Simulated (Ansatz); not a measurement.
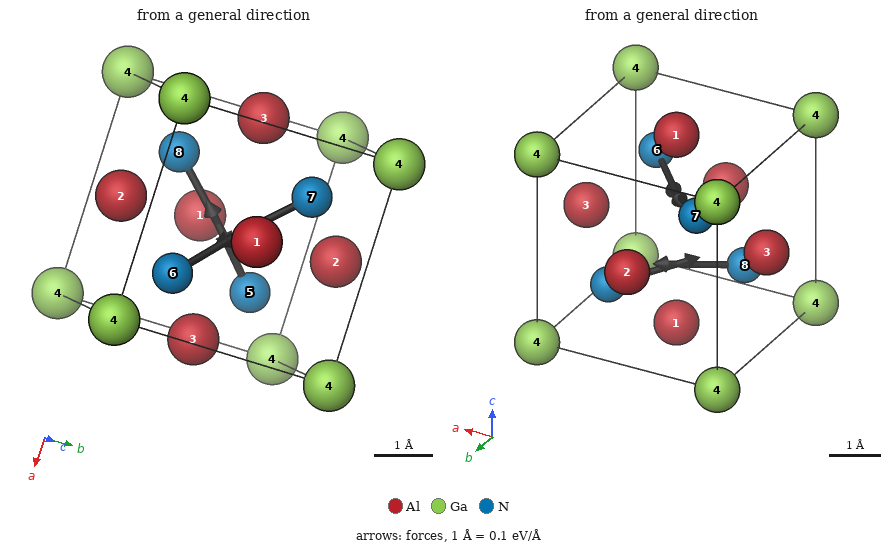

Drawn in the spheres-only manner and seen from two general directions. One simulation cell is framed, with atoms on its boundary repeated. The arrows are the computed forces on the atoms.

System: Al$_{3}$GaN$_{4}$. Run with Ansatz, DFT PBEsol, scalar-relativistic, plane waves, PAW and these settings: wavefunction cutoff 420 eV, 6×6×6 k-mesh, Gaussian smearing of 0.05 eV, no spin polarisation.

### Are the atoms in equilibrium?

No. The atoms still feel forces of up to about 0.16 eV/Å, above a usual threshold of 0.01 to 0.03 eV/Å.

### Where does the largest force act?

All N atoms, about 0.16 eV/Å.

Starting structure: a structure listed in the Materials Project. The cell was then strained or its atoms displaced on purpose. It was run through Ansatz as a DFT input.
